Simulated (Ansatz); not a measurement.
The calculation's input:

```
crystal:
  lattice:
    - [-1.2281241545, 2.1264611631, 0.0]
    - [-1.2281241545, -2.1264611631, 0.0]
    - [0.0, 0.0, 14.2311090042]
  atoms:
    - { symbol: C, position: [0.9166750129, 0.0833249871, 0.3749609415] }
    - { symbol: C, position: [0.9166750129, 0.0833249871, 0.8749609415] }
    - { symbol: C, position: [0.4166750129, 0.5833249871, 0.1250390585] }
    - { symbol: C, position: [0.4166750129, 0.5833249871, 0.6250390585] }
    - { symbol: C, position: [0.0833249871, 0.9166750129, 0.1250390585] }
    - { symbol: C, position: [0.0833249871, 0.9166750129, 0.6250390585] }
    - { symbol: C, position: [0.5833249871, 0.4166750129, 0.3749609415] }
    - { symbol: C, position: [0.5833249871, 0.4166750129, 0.8749609415] }
basis:
  ecutwfc: 500
kpoints:
  mp_grid: { grid: [22, 22, 4] }
hamiltonian:
  xc: r2scan
scf:
  occupations: { method: gaussian, width: 0.15 }
output:
  forces: true
  stress: true
  eigenvalues: true
  write_density: true
  write_potential: true
  elf: true
  volumetric_format: npy
```

Run with:

```sh
ansatz run input.yaml --threads 2 --pin off --max-ram 5120MiB --backend cpu --events-out ev --progress --plain --runs-dir out
```

Space group Fmmm; a structure from a database of computed crystals, not necessarily the ambient phase.

Method: DFT r2SCAN, scalar-relativistic, plane waves, PAW (Ansatz).

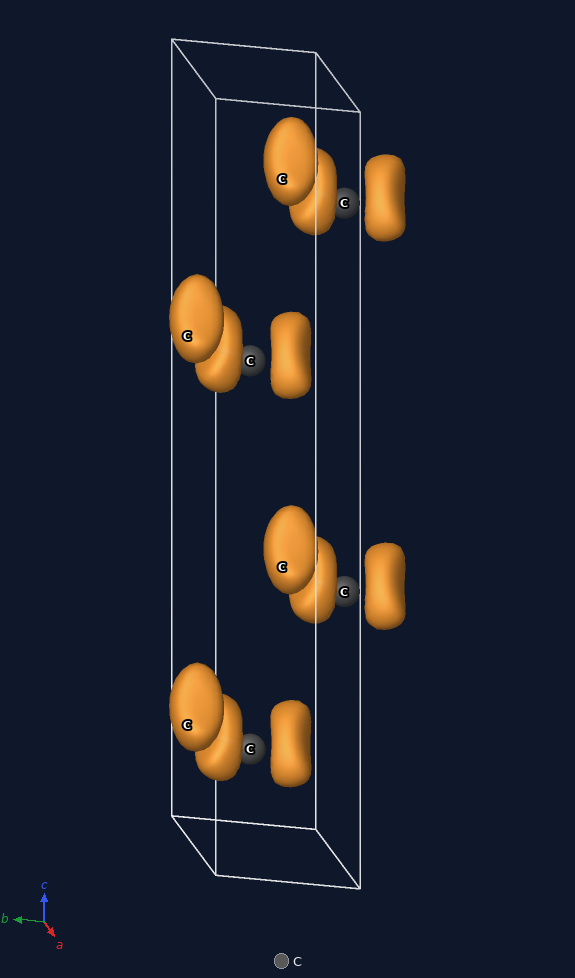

C. Isosurface of the ELF at 0.75 (orange), seen at an oblique angle. Only the valence region is drawn (cores and ρ < 0.01 e/Å³ removed). Sticks mark near contacts.

Identify the bonds, lone pairs and shells in this picture.

Answer. The surface consists of twelve regions between bonded C–C atoms (shared pairs), counted in one cell of 8 atoms. Any copies at cell faces, edges or corners count once.

Values along the shortest contacts:
C–C (1.42 Å): the ELF peaks at about 0.95 between the atoms: a covalent bond.
